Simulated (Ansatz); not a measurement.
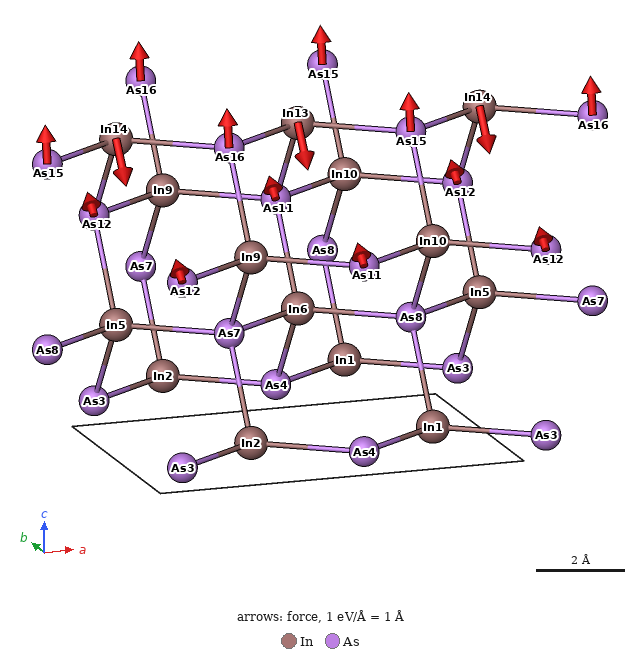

Starting geometry of a slab of composition InAs (cut from the F-43m phase) with the computed forces as red arrows. A ball-and-stick model of the cell of the calculation, outlined in the plane, without the vacuum (origin shifted), seen slightly off an axis.

Case: clean slab, lower planes held. The slab is the (1 1 0) face of InAs. 8 atoms are held fixed.

All numbers below come from DFT PBE, scalar-relativistic, plane waves, PAW in Ansatz.

Input file:
```yaml
crystal:
  lattice:
    - [8.7493989332, 0.0, 0.0]
    - [0.0, 6.186759317, 0.0]
    - [0.0, 0.0, 22.5620491999]
  atoms:
    - { symbol: In, position: [0.25, 0.5, 0.3545777216] }
    - { symbol: In, position: [0.75, 0.5, 0.3545777216] }
    - { symbol: As, position: [0.5, 0.25, 0.3545777216] }
    - { symbol: As, position: [0.0, 0.25, 0.3545777216] }
    - { symbol: In, position: [0.5, 0.0, 0.4515259072] }
    - { symbol: In, position: [0.0, 0.0, 0.4515259072] }
    - { symbol: As, position: [0.75, 0.75, 0.4515259072] }
    - { symbol: As, position: [0.25, 0.75, 0.4515259072] }
    - { symbol: In, position: [0.75, 0.5, 0.5484740928] }
    - { symbol: In, position: [0.25, 0.5, 0.5484740928] }
    - { symbol: As, position: [0.0, 0.25, 0.5484740928] }
    - { symbol: As, position: [0.5, 0.25, 0.5484740928] }
    - { symbol: In, position: [0.0, 0.0, 0.6454222784] }
    - { symbol: In, position: [0.5, 0.0, 0.6454222784] }
    - { symbol: As, position: [0.25, 0.75, 0.6454222784] }
    - { symbol: As, position: [0.75, 0.75, 0.6454222784] }
basis:
  ecutwfc: 420
kpoints:
  mp_grid: { grid: [2, 3, 1] }
hamiltonian:
  xc: pbe
scf:
  occupations: { method: gaussian, width: 0.1 }
output:
  forces: true
  eigenvalues: true
  write_density: true
  write_potential: true
  elf: true
  volumetric_format: npy
relax:
  adjacent_minimum: "off"
  f_tol: 0.03
  max_steps: 70
  constraints: [{ sites: [0, 1, 2, 3, 4, 5, 6, 7] }]
efield:
  axis: 3
  dipole_correction: true
  ramp_width: 0.04
```

Run as
```bash
ansatz run input.yaml --threads 4 --pin off --max-ram 10240MiB --backend cpu --events-out ev --progress --plain --runs-dir out
```

Question: What follows when this structure is relaxed?

Answer: It isn't relaxed: the largest force vector, on In atoms, is 1.18 eV/Å. The final displacements follow the starting forces only in part (cosine between the two patterns 0.85). Over 4 geometry steps the energy falls by 0.975 eV per cell of the calculation. The largest force component goes from 0.95 to 0.012 eV/Å. The largest moves, 0.56 Å, are those of In13 and In14. In13 goes at 41° to the normal (−c side). Largest moves by element: In 0.56 Å, As 0.30 Å. The cell doesn't change. Some distances before and after: As7–In9 2.679 → 2.769 Å, As11–In13 2.679 → 2.634 Å, In13–As15 2.679 → 2.647 Å, In5–As12 2.679 → 2.708 Å. Bond angles that change, for instance: In10–As15–In13 109.5° → 91.8°, In5–As12–In14 109.5° → 95.8°, As11–In13–As15 109.5° → 123.1°. The run took 2.3 min on 4 threads of Arm Neoverse V2 (shared host), peak memory 2.6 GiB.
